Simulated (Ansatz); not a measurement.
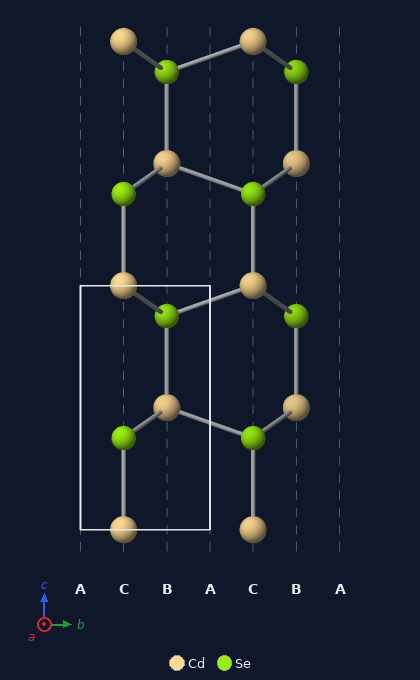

Projection along an edge of the hexagonal mesh, stacking direction c upwards. The dashed lines mark the three columns A (0, 0), B (1/3, 2/3) and C (2/3, 1/3). The sequence starts with the first layer at or above the cell's origin.

CdSe. Coordinates: a calculation's input that goes back to an entry of the Crystallography Open Database (an earlier step may have relaxed or displaced it).

Q: Read off the stacking sequence over one period.

A: Cd(C) – Se(C) – Cd(B) – Se(B) (four layers in 7.02 Å).

Q: How are the Se layers alone stacked?

A: Se layers alone: CB, the hexagonal close-packed type.

Q: Which positions between or in the Se layers do the other atoms fill?

A: Cd: two tetrahedral sites (per hexagonal cell).

Q: What short polytype symbol fits?

A: Polytype symbol 2H, the symbol of a tetrahedral polytype (number of double layers in the repeat and lattice).

Heights of the layers:

```tsv
layer	atoms (column)	height (Å)	to next (Å)
1	Cd(C)	0.00	2.63
2	Se(C)	2.63	0.88
3	Cd(B)	3.51	2.63
4	Se(B)	6.14	0.88
```
